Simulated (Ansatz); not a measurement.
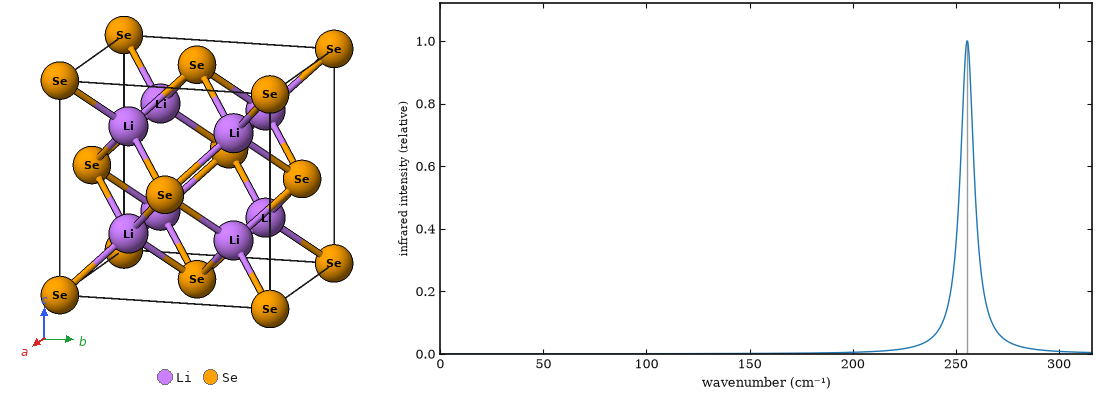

The plot gives the computed infrared spectrum of the zone-centre phonons for Li₂Se, space group Fm-3m (No. 225). Lines are broadened by Lorentzians of 8 cm⁻¹ full width; the spectrum is scaled to its strongest line. These are zero-field (TO) frequencies; inactive modes don't show. The conventional cell is drawn beside the plot.

Structure:
```
CELL_PARAMETERS angstrom
0.00000 3.03473 3.03473
3.03473 0.00000 3.03473
3.03473 3.03473 0.00000
ATOMIC_POSITIONS crystal
Li 0.25000 0.25000 0.25000
Li 0.75000 0.75000 0.75000
Se 0.00000 0.00000 0.00000
```

How it was computed, with Ansatz 0.2.0: infrared-active and silent optical phonons at the zone centre of an insulator with atoms at rest in the given cell, intensity summed over the level, zero macroscopic field, imaginary frequencies are negative, field response on a mesh refined by the program; PAW. Level: PBE, no spin polarisation.

wave cutoff 420 eV; k mesh 8×8×8; occupations fixed; pressure −1 GPa.

Question: Which are the strongest infrared lines?

Answer: The strongest infrared line is at 255.5 cm⁻¹, the only infrared-active level.
